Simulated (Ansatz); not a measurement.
# Geometry relaxation, with input and output: Bi (part 1 of 2)

The run: geometry relaxation of Bi (Fd-3m, 2 atoms in the cell). Method and program: DFT, PBE, PAW with Ansatz's default frozen-core files, scalar-relativistic, no spin polarisation (Ansatz 0.2.0).

The structure was built on a prototype by a generator; it need not be a known phase. It belongs to a series of runs on one base structure; here: diamond relaxed, PAW files.

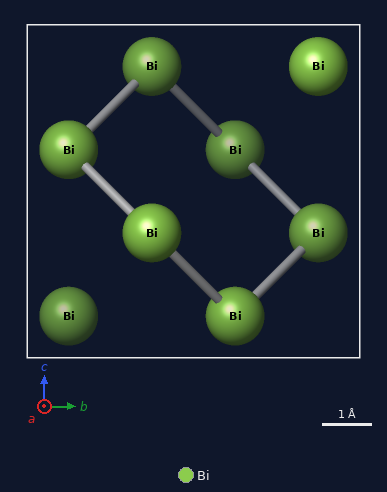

Fig. 1: The input geometry (ball-and-stick view of the cell 4 times as large as that of the calculation, set on its symmetry axes, along the a axis). Near neighbours in the crystal (not all of them lie inside the picture): Bi has 4 Bi at 2.96 Å.

Input:
```yaml
crystal:
  lattice:
    - [0.0, 3.4199518934, 3.4199518934]
    - [3.4199518934, 0.0, 3.4199518934]
    - [3.4199518934, 3.4199518934, 0.0]
  atoms:
    - { symbol: Bi, position: [-0.125, -0.125, -0.125] }
    - { symbol: Bi, position: [0.125, 0.125, 0.125] }
kpoints:
  mp_grid: { grid: [11, 11, 11] }
scf:
  occupations: { method: fermi_dirac, width: 0.05 }
hamiltonian:
  xc: pbe
  pseudopotentials: { kind: paw }
output:
  forces: true
  stress: true
  write_density: true
  write_potential: true
  elf: true
  volumetric_format: npy
relax:
  f_tol: 0.005
  max_steps: 40
  cell: {}
```

Run on 1 thread of Intel Xeon @ 2.50GHz (Skylake/Cascade Lake), 16 GiB of memory available, shared host.

Launch command:
```bash
ansatz run input.yaml --threads 1 --pin off --max-ram 3072MiB --backend cpu --events-out ev --progress --plain --runs-dir out
```

Log:
```
Engine: ansatz 0.2.0, x86_64-unknown-linux-gnu
Pseudopotentials: kind: paw
Pseudopotential: Bi, paw, valence charge 15, recommended cutoff 420 eV (normal), Bi.paw.azcp
Functional definition: PBE
  parameter kappa = 0.804
  parameter beta = 0.06672455060314922
  exchange = pbe_x(kappa = kappa, mu = beta*pi^2/3)
  correlation = pbe_c(beta = beta)
Crystal: 2 atoms, lattice volume = 80.000 Å³
Basis set: ecut = 420 eV, 1471 PW (Γ), exchange–correlation on 72×72×72 points (8 copies of the dense FFT grid, shifted against one another)
Bands: 19, of which v1, the nominal top of the filled ones, is band 15 counted from 1 (14 counted from 0)
Symmetry: 48 space group operations
Space group: Fd-3m (ITA 227), of the structure as read, at distance tolerance 4.3e-5 Å
k-points: 56 of 1331
Non-local potential: Bi, projectors of the file, l = 0: 2, l = 1: 2, l = 2: 2, l = 3: 2
PAW form: soft (Blöchl's): semilocal exchange-correlation on the pseudo side does not see the compensation charge
PAW one-centre angular grid: Bi, 590 points (default); XC on 64 Gauss nodes
Initial density: superposition of atomic densities (neutral atoms: chi_scale 0, normalization atom), corrected by the library's trained network
Initial wavefunctions: pseudopotential atomic-orbital guess
Functional: x = pbe(κ = 0.804, μ = 0.2195149727645171), c = pbe(β = 0.06672455060314922)
SCF iter   1: F=—  HF=-24792.352481 eV  |F-HF|=—  |Δ(HF+E_count)|=         —  Δρ=7.53e-4  dr2=3.23e-4  ethr=1.77e-3  ⟨swp⟩=6.3  Hψ=5706  notcnv=0
preconditioner: auto → Kerker (q_TF=auto, 2.317 Å⁻¹)  [metal: Δε(μ)=0.078 eV  Ē_g=20.433 eV  σ=0.050 eV  W_gap=0.35  n_scr=14 (ndim 8)  ℏωp=22.7 eV  f_vac=0.085  D(μ)=0.90/eV (n_scr^D=0)]
SCF iter   2: F=—  HF=-24792.352973 eV  |F-HF|=—  |Δ(HF+E_count)|=   4.92e-4  Δρ=4.75e-4  dr2=1.54e-4  ethr=1.08e-6  ⟨swp⟩=2.6  Hψ=2459  notcnv=0
SCF iter   3: F=—  HF=-24792.353257 eV  |F-HF|=—  |Δ(HF+E_count)|=   2.84e-4  Δρ=1.40e-4  dr2=2.66e-5  ethr=5.12e-7  ⟨swp⟩=3.0  Hψ=1946  notcnv=0
SCF iter   4: F=—  HF=-24792.353243 eV  |F-HF|=—  |Δ(HF+E_count)|=   1.33e-5  Δρ=9.09e-5  dr2=1.05e-5  ethr=8.88e-8  ⟨swp⟩=2.4  Hψ=1900  notcnv=0
SCF iter   5: F=—  HF=-24792.353244 eV  |F-HF|=—  |Δ(HF+E_count)|=   5.27e-7  Δρ=3.12e-5  dr2=7.85e-7  ethr=3.50e-8  ⟨swp⟩=2.0  Hψ=1910  notcnv=0
SCF iter   6: F=-24792.353245 eV  HF=-24792.353245 eV  |F-HF|=2.02e-7  |Δ(HF+E_count)|=   6.46e-7  Δρ=1.06e-5  dr2=9.77e-8  ethr=3.33e-10  ⟨swp⟩=7.9  Hψ=7400  notcnv=0
SCF 1 converged in 6 iterations: F = -24792.353245 eV  dr2 = 9.77e-8
  greatest PAW one-centre occupation: 0.987 electrons in one spin orbital (limit 2), on the Bi atom at site 1 (counted from 0), in its partial waves of l = 2
relax step   1: F+E_penalty+E_count = -24792.35324485 eV  Δ(F+E_penalty+E_count) = +0.000e0 eV  max|allowed force component| = 3.701e-17 eV/Å  Δτ_max = 0.0000 Å  P = +8.225 GPa  Ω = 80.000 Å³  (6 SCF iters, dr2 threshold 1.00e-7 eV, accepted)
Crystal: 2 atoms, lattice volume = 92.280 Å³
Basis set: ecut = 420 eV, 1807 PW (Γ), exchange–correlation on 72×72×72 points (8 copies of the dense FFT grid, shifted against one another)
Initial density: handed on by an earlier stage of this run
Initial wavefunctions: those handed on with the density
iter 1 solved again at ethr=9.79e-6 eV; its pass at ethr=3.10e-3 eV (dr2=2.94e-3 eV) is discarded
SCF iter   1: F=—  HF=-24792.695778 eV  |F-HF|=—  |Δ(HF+E_count)|=         —  Δρ=1.60e-3  dr2=2.79e-3  ethr=9.79e-6  ⟨swp⟩=2.0  Hψ=8168  notcnv=0
preconditioner: auto → LDOS  [metal: Δε(μ)=0.062 eV  Ē_g=19.989 eV  σ=0.050 eV  W_gap=0.28  n_scr=14 (ndim 8)  ℏωp=21.2 eV  f_vac=0.158  D(μ)=1.32/eV (n_scr^D=8)  β→1.0]
SCF iter   2: F=—  HF=-24792.695309 eV  |F-HF|=—  |Δ(HF+E_count)|=   4.69e-4  Δρ=4.57e-4  dr2=3.46e-4  ethr=9.29e-6  ⟨swp⟩=3.0  Hψ=1961  notcnv=0
SCF iter   3: F=—  HF=-24792.695261 eV  |F-HF|=—  |Δ(HF+E_count)|=   4.77e-5  Δρ=3.20e-4  dr2=6.80e-5  ethr=1.15e-6  ⟨swp⟩=2.0  Hψ=1910  notcnv=0
SCF iter   4: F=—  HF=-24792.695225 eV  |F-HF|=—  |Δ(HF+E_count)|=   3.60e-5  Δρ=4.49e-5  dr2=3.61e-6  ethr=2.27e-7  ⟨swp⟩=2.0  Hψ=1817  notcnv=0
SCF iter   5: F=-24792.695225 eV  HF=-24792.695225 eV  |F-HF|=6.11e-8  |Δ(HF+E_count)|=   2.74e-8  Δρ=5.58e-6  dr2=3.89e-8  ethr=6.67e-10  ⟨swp⟩=7.9  Hψ=8145  notcnv=0
SCF 2 converged in 5 iterations: F = -24792.695225 eV  dr2 = 3.89e-8
relax step   2: F+E_penalty+E_count = -24792.69522511 eV  Δ(F+E_penalty+E_count) = -3.420e-1 eV  max|allowed force component| = 5.921e-16 eV/Å  Δτ_max = 0.0000 Å  P = +1.525 GPa  Ω = 92.280 Å³  energy of the carried Pulay correction = -1.907e-3 eV  (5 SCF iters, dr2 threshold 2.00e-7 eV, accepted)
Crystal: 2 atoms, lattice volume = 95.615 Å³
Basis set: ecut = 420 eV, 1893 PW (Γ), exchange–correlation on 72×72×72 points (8 copies of the dense FFT grid, shifted against one another)
iter 1 solved again at ethr=7.94e-7 eV; its pass at ethr=3.10e-3 eV (dr2=2.38e-4 eV) is discarded
SCF iter   1: F=—  HF=-24792.714064 eV  |F-HF|=—  |Δ(HF+E_count)|=         —  Δρ=3.52e-4  dr2=1.75e-4  ethr=7.94e-7  ⟨swp⟩=3.0  Hψ=7586  notcnv=0
preconditioner: auto → LDOS  [metal: Δε(μ)=0.055 eV  Ē_g=8.356 eV  σ=0.050 eV  W_gap=0.27  n_scr=14 (ndim 8)  ℏωp=12.0 eV  f_vac=0.163  D(μ)=1.27/eV (n_scr^D=8)  β→1.0]
SCF iter   2: F=—  HF=-24792.714016 eV  |F-HF|=—  |Δ(HF+E_count)|=   4.77e-5  Δρ=8.59e-5  dr2=1.64e-5  ethr=5.84e-7  ⟨swp⟩=1.5  Hψ=1166  notcnv=0
SCF iter   3: F=—  HF=-24792.714015 eV  |F-HF|=—  |Δ(HF+E_count)|=   1.37e-6  Δρ=6.04e-5  dr2=2.48e-6  ethr=5.47e-8  ⟨swp⟩=2.0  Hψ=1910  notcnv=0
SCF iter   4: F=-24792.714014 eV  HF=-24792.714014 eV  |F-HF|=4.33e-8  |Δ(HF+E_count)|=   7.93e-7  Δρ=1.02e-5  dr2=1.76e-7  ethr=6.67e-10  ⟨swp⟩=8.0  Hψ=7795  notcnv=0
SCF 3 converged in 4 iterations: F = -24792.714014 eV  dr2 = 1.76e-7
relax step   3: F+E_penalty+E_count = -24792.71401408 eV  Δ(F+E_penalty+E_count) = -1.879e-2 eV  max|allowed force component| = 4.996e-16 eV/Å  Δτ_max = 0.0000 Å  P = +0.358 GPa  Ω = 95.615 Å³  energy of the carried Pulay correction = -2.379e-3 eV  (4 SCF iters, dr2 threshold 2.00e-7 eV, accepted)
Crystal: 2 atoms, lattice volume = 96.795 Å³
Basis set: ecut = 420 eV, 1917 PW (Γ), exchange–correlation on 72×72×72 points (8 copies of the dense FFT grid, shifted against one another)
iter 1 solved again at ethr=3.03e-7 eV; its pass at ethr=3.10e-3 eV (dr2=9.08e-5 eV) is discarded
SCF iter   1: F=—  HF=-24792.715122 eV  |F-HF|=—  |Δ(HF+E_count)|=         —  Δρ=1.17e-4  dr2=2.37e-5  ethr=3.03e-7  ⟨swp⟩=3.0  Hψ=7010  notcnv=0
preconditioner: auto → LDOS  [metal: Δε(μ)=0.074 eV  Ē_g=8.315 eV  σ=0.050 eV  W_gap=0.35  n_scr=14 (ndim 8)  ℏωp=11.9 eV  f_vac=0.164  D(μ)=1.24/eV (n_scr^D=8)  β→1.0]
SCF iter   2: F=—  HF=-24792.715121 eV  |F-HF|=—  |Δ(HF+E_count)|=   1.14e-6  Δρ=2.81e-5  dr2=1.92e-6  ethr=7.89e-8  ⟨swp⟩=1.3  Hψ=1092  notcnv=0
SCF iter   3: F=-24792.715121 eV  HF=-24792.715121 eV  |F-HF|=1.59e-8  |Δ(HF+E_count)|=   6.53e-9  Δρ=6.51e-6  dr2=5.66e-8  ethr=6.67e-10  ⟨swp⟩=9.9  Hψ=8195  notcnv=0
SCF 4 converged in 3 iterations: F = -24792.715121 eV  dr2 = 5.66e-8
  Residual-converged pass: ⟨swp⟩=1.1  Hψ=1292  notcnv=0  max |occ|·‖R‖ = 7.1e-9 eV (tolerance 1.0e-8 eV)  dr2=5.66e-8  dr2_onsite=1.99e-9  max |Δocc| = 5.0e-10
relax step   4: F+E_penalty+E_count = -24792.71512053 eV  Δ(F+E_penalty+E_count) = -1.106e-3 eV  max|allowed force component| = 2.591e-16 eV/Å  Δτ_max = 0.0000 Å  P = -0.010 GPa  Ω = 96.795 Å³  energy of the carried Pulay correction = -2.542e-3 eV  (3 SCF iters, dr2 threshold 2.00e-7 eV, accepted)
Initial wavefunctions: pseudopotential atomic-orbital guess (no wavefunctions were taken with the density)
iter 1 solved again at ethr=5.68e-7 eV; its pass at ethr=3.10e-3 eV (dr2=1.70e-4 eV) is discarded
SCF iter   1: F=—  HF=-24792.677618 eV  |F-HF|=—  |Δ(HF+E_count)|=         —  Δρ=1.27e-3  dr2=9.28e-5  ethr=5.68e-7  ⟨swp⟩=3.6  Hψ=8386  notcnv=0
preconditioner: auto → LDOS  [metal: Δε(μ)=0.078 eV  Ē_g=8.326 eV  σ=0.050 eV  W_gap=0.37  n_scr=14 (ndim 8)  ℏωp=11.9 eV  f_vac=0.164  D(μ)=1.22/eV (n_scr^D=8)  β→1.0]
SCF iter   2: F=—  HF=-24792.717488 eV  |F-HF|=—  |Δ(HF+E_count)|=   3.99e-2  Δρ=1.01e-4  dr2=3.22e-5  ethr=3.09e-7  ⟨swp⟩=2.9  Hψ=1745  notcnv=0
SCF iter   3: F=—  HF=-24792.717404 eV  |F-HF|=—  |Δ(HF+E_count)|=   8.35e-5  Δρ=7.18e-5  dr2=7.25e-6  ethr=1.07e-7  ⟨swp⟩=2.6  Hψ=1704  notcnv=0
SCF iter   4: F=—  HF=-24792.717478 eV  |F-HF|=—  |Δ(HF+E_count)|=   7.37e-5  Δρ=2.80e-5  dr2=1.31e-6  ethr=2.42e-8  ⟨swp⟩=2.2  Hψ=1375  notcnv=0
SCF iter   5: F=—  HF=-24792.717476 eV  |F-HF|=—  |Δ(HF+E_count)|=   2.06e-6  Δρ=3.69e-6  dr2=9.61e-9  ethr=4.36e-9  ⟨swp⟩=2.0  Hψ=1910  notcnv=0
SCF iter   6: F=—  HF=-24792.717476 eV  |F-HF|=—  |Δ(HF+E_count)|=   6.07e-8  Δρ=5.26e-7  dr2=6.50e-10  ethr=3.20e-11  ⟨swp⟩=3.0  Hψ=1928  notcnv=0
SCF iter   7: F=-24792.717476 eV  HF=-24792.717476 eV  |F-HF|=2.18e-11  |Δ(HF+E_count)|=  7.02e-10  Δρ=7.94e-8  dr2=1.67e-11  ethr=1.00e-12  ⟨swp⟩=5.6  Hψ=5555  notcnv=0
SCF 5 converged in 7 iterations: F = -24792.717476 eV  dr2 = 1.67e-11
relax step   5: F+E_penalty+E_count = -24792.71747612 eV  Δ(F+E_penalty+E_count) = -2.356e-3 eV  max|allowed force component| = 1.388e-16 eV/Å  Δτ_max = 0.0000 Å  P = +0.011 GPa  Ω = 96.795 Å³  stress off target by 1.13e-2 GPa  SCF on the basis re-selected at this cell (its energy is not comparable with the rows above)  (7 SCF iters)
```

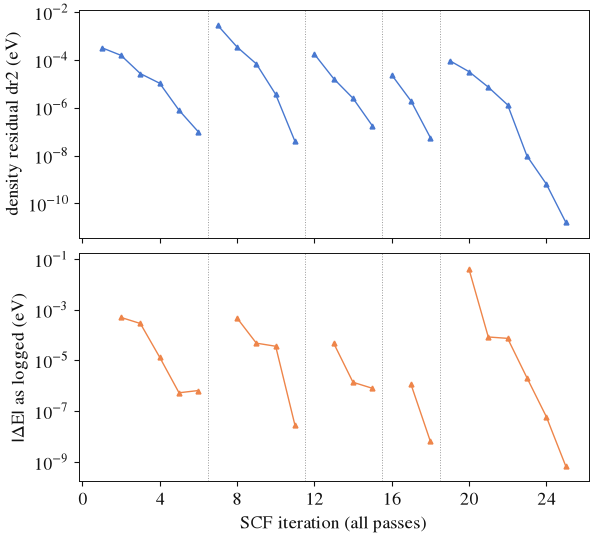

Fig. 2: Convergence of the self-consistent field: density residual dr2 and size of the energy change against the SCF iteration. The dotted lines part the SCF passes of the relaxation: geometry steps, rejected trials and re-solves on a re-selected basis. The 5 passes take 3 to 7 iterations each, 25 in all.

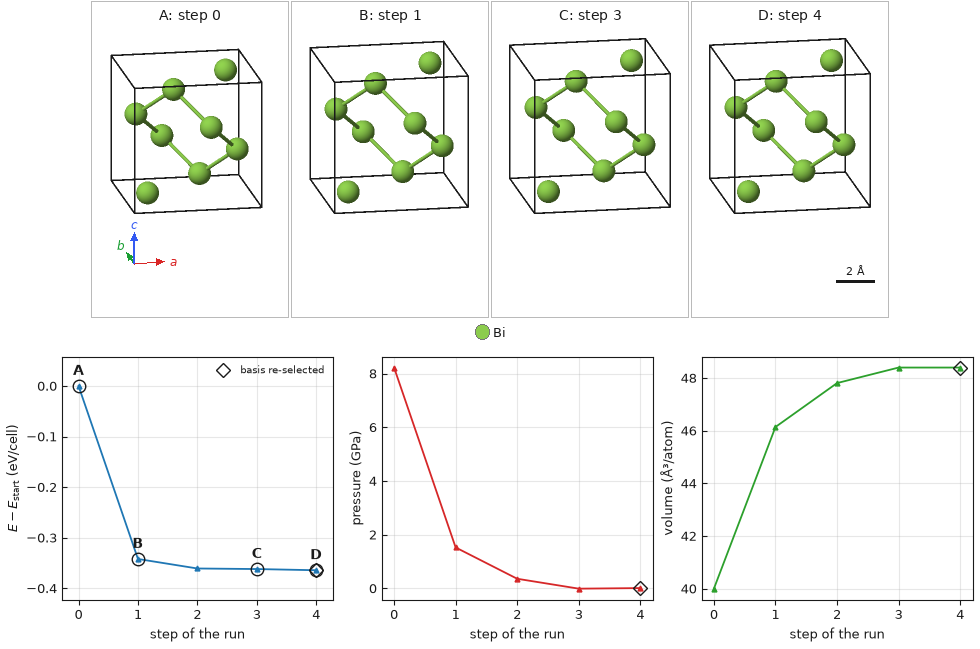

Fig. 3: Frames of the relaxation (ball-and-stick view of the cell 4 times as large as that of the calculation, set on its symmetry axes, seen slightly off an axis) above the curves, on which the letters mark them (the first geometry is step 0 here and step 1 in the log).

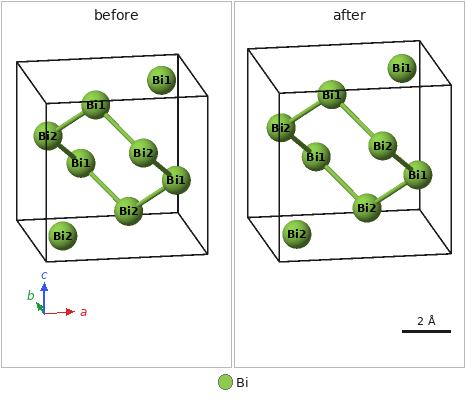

Fig. 4: Before (left) and after (right) the relaxation, at one scale (ball-and-stick view of the cell 4 times as large as that of the calculation, set on its symmetry axes, seen slightly off an axis). Over 3 geometry steps the energy falls by 0.362 eV per cell of the calculation. All forces vanish by symmetry, so only the cell relaxes. The pressure goes from 8.22 to 0.01 GPa. The atoms keep their places relative to the cell (all moves are under 0.005 Å). The drawn cell changes as follows: a = b = c 6.840 → 7.288 Å (+6.6 %); the volume changes by +21.0 %. Among the contacts that change: Bi1–Bi2 2.962 → 3.156 Å. The space group stays Fd-3m (No. 227). A last SCF at the same geometry on a re-selected plane-wave basis shifts the energy by −2.4 meV per cell of the calculation. (Atoms are counted from 1 in the order of the input.)
